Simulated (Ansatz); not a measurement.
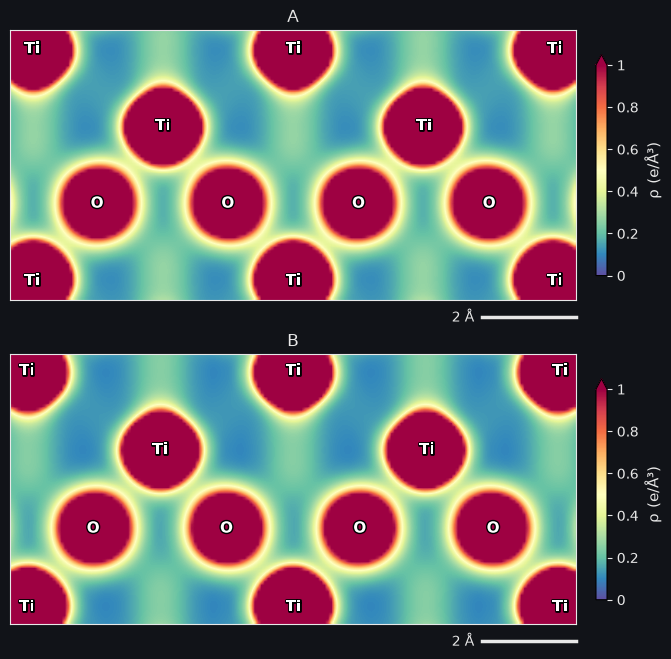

TiO. The valence charge density (pseudo) of two cells that differ in size, on the (110) plane of each (indices in the axes of the calculation cell), at one length scale and on one colour scale: B has 10.2 Å³ an atom and A 9.6.

Space group P6₃/mmc; a structure from a database of computed crystals, not necessarily the ambient phase.

The calculation used Ansatz 0.2.0, Kohn-Sham DFT of a periodic cell, r2SCAN, Ansatz PAW.

Core electrons are frozen (PAW), and the valence fields are smoothed inside the atomic spheres.

### What changes from the larger cell to the smaller?

From the larger cell to the smaller, Ti–O goes from 2.18 to 2.14 Å, and the density at its midpoint from 0.37 to 0.41 e/Å³; the pressure goes from −13 to −0.5 GPa.
